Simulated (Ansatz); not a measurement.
## Electronic structure of C₂F in real space

Input

```
crystal:
  lattice:
    - [2.4334542741, 0.0, 0.0]
    - [-1.2167271371, 2.1074332203, 0.0]
    - [0.0, 0.0, 41.2172046339]
  atoms:
    - { symbol: C, position: [0.3333333333, 0.6666666667, 0.2426191669] }
    - { symbol: C, position: [0.6666666667, 0.3333333333, 0.134721017] }
    - { symbol: C, position: [0.6666666667, 0.3333333333, 0.3505132481] }
    - { symbol: C, position: [0.0, 1.0, 0.2426150982] }
    - { symbol: F, position: [0.0, 1.0, 0.1671004417] }
    - { symbol: F, position: [0.3333333333, 0.6666666667, 0.3181338234] }
  periodic: [true, true, false]
basis:
  ecutwfc: 420
kpoints:
  mp_grid: { grid: [18, 18, 1] }
hamiltonian:
  xc: pbe
  dispersion: d3bj
scf:
  occupations: { method: gaussian, width: 0.1 }
output:
  forces: true
  stress: true
  eigenvalues: true
  write_density: true
  write_potential: true
  elf: true
  volumetric_format: npy
relax:
  adjacent_minimum: "off"
  f_tol: 0.01
  max_steps: 80
  cell: { stress_2d_tol: 0.02 }
```

Run with:

```sh
ansatz run input.yaml --threads 1 --pin off --max-ram 2048MiB --backend cpu --events-out ev --progress --plain --runs-dir out
```

The fields are those of the relaxed geometry.

A structure generated by program, which may or may not match a known phase.

The calculation used Ansatz, DFT PBE+D3(BJ), scalar-relativistic, plane waves, PAW.

The density is the valence pseudo-density of a PAW calculation; it isn't the true density close to the nuclei.

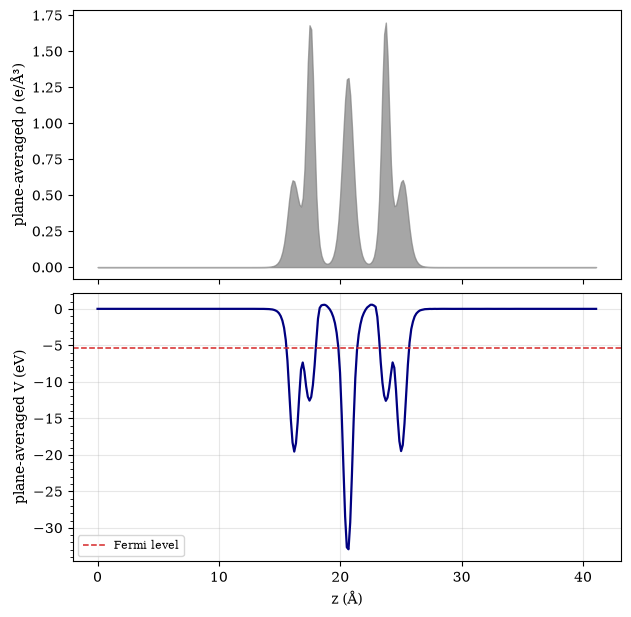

Figure 1. Plane average of the electrostatic potential (local pseudopotential plus Hartree) felt by an electron and of the valence electron density across the slab.

What is the work function?

Answer. The potential is flat in the vacuum, 5.3 eV above the Fermi level; this is the work function, the same on both faces.

How thick is the slab, and how wide the vacuum?

Answer. The outermost nuclei are 8.9 Å apart, in 5 atomic planes; the vacuum between periodic images is 32.4 Å wide.

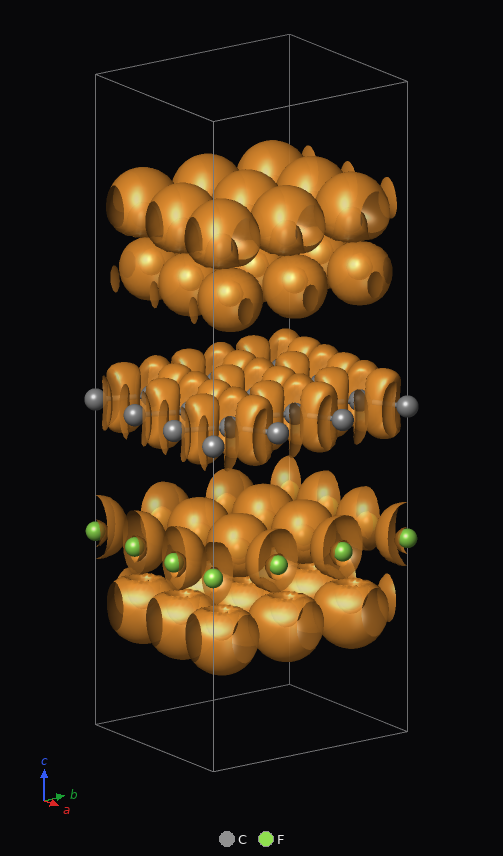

Figure 2. Isosurface of the ELF at 0.7 (orange), seen slightly off an axis. Core shells and regions of very low density are left out. Sticks mark near contacts.

Identify the bonds, lone pairs and shells in this picture.

Answer. At this value the surface marks out three regions between bonded C–C atoms, two lobes on C, pointing away from the bonds (lone pairs) and two regions wrapped around F (the valence shell of each), counted in one cell of 6 atoms. Counts are for one cell; the picture repeats the cell along the surface. Profiles from the grid: C–C (1.40 Å): the ELF peaks at about 0.95 between the atoms. C–F (1.94 Å): the ELF peaks at about 0.80 in the valence shell of F, 0.6 Å from its nucleus, and drops to about 0.30 between the two atoms.

Does the calculation give a band gap?

Answer. It is metallic or semimetallic at this level of theory: no gap opens.
